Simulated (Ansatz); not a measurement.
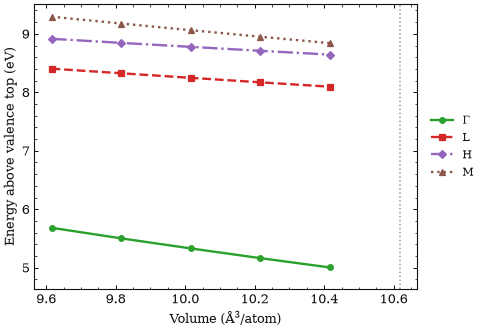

Lowest conduction level at each named k point, counted from the valence-band top at K. One run is left out (dotted line).

System: MgO, space group P-6m2, 2 atoms in the cell. The cell is scaled at fixed shape and fractional positions. At 10.22 Å³/atom, a = 2.957 Å, c = 2.697 Å (hexagonal axes). Method: PBE0, Ansatz PAW, no spin polarisation, no spin-orbit coupling, 6×6×6 k mesh, 420 eV cutoff, Fermi-Dirac smearing of 0.05 eV (Ansatz 0.2.0).

```csv
volume,Γ (eV),L (eV),H (eV),M (eV)
9.62 Å³/atom,5.68,8.40,8.92,9.29
9.82 Å³/atom,5.50,8.33,8.85,9.18
10.02 Å³/atom,5.33,8.25,8.78,9.06
10.22 Å³/atom,5.16,8.17,8.71,8.95
10.42 Å³/atom,5.00,8.10,8.64,8.84
```

Q: What does the missing run, at 10.62 Å³/atom, give?

A: Fits through the other points against the logarithm of the volume give 4.84 eV at Γ, 8.02 eV at L, 8.58 eV at H and 8.73 eV at M (straight lines). The run itself gives 4.85, 8.02, 8.58 and 8.73 eV, within 0.01 eV of the estimates.

Q: What are the deformation potentials dE/d ln V?

A: Straight lines against ln V have slopes of −8.4 eV at Γ, −3.9 eV at L, −3.4 eV at H and −5.6 eV at M.

The k mesh is thin for exact exchange. The PAW data sets were made with another functional. The usual form of MgO is rocksalt.
